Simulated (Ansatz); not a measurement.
Structure (in its standard cell), the input geometry of an electronic-structure calculation (not necessarily at equilibrium); the starting structure was generated, so it need not be a known form of this composition:

```
CELL_PARAMETERS angstrom
4.86383 0.00000 0.00000
0.00000 4.86383 0.00000
0.00000 0.00000 4.86383
ATOMIC_POSITIONS crystal
Ru 0.00000 0.00000 0.00000
Ru 0.50000 0.50000 0.50000
Ru 0.25000 0.00000 0.50000
Ru 0.75000 0.00000 0.50000
Ru 0.50000 0.25000 0.00000
Ru 0.50000 0.75000 0.00000
Ru 0.00000 0.50000 0.25000
Ru 0.00000 0.50000 0.75000
```

What does the kinematic electron diffraction pattern along [111] look like at 200 kV (B = 0.3 Å²)?

The spots form a hexagonal net with both shortest vectors at d = 3.44 Å, 60.0° apart. They are -1 0 1 (itself too weak to see) and 0 -1 1 (itself too weak to see). The pattern has symmetry 6mm. Reflections such as 0 1 -1, 1 -1 0, 1 0 -1 are allowed but too weak to see at this display level.

Strongest reflections with d > 1.06 Å, one of each family (|F|² from tabulated Gaussian fits of the electron scattering factors, times a small damping for the curvature of the Ewald sphere):

| hkl | d (Å) | I (strongest = 100) |
| --- | --- | --- |
| 2 -1 -1 | 1.986 | 100 |
| 3 -1 -2 | 1.300 | 40 |

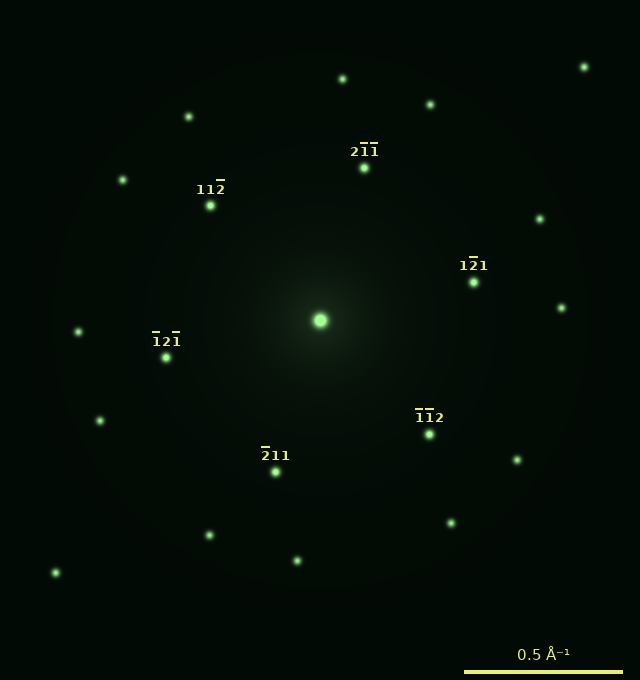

Calculated pattern, seen from the source side with [111] pointing towards the source.
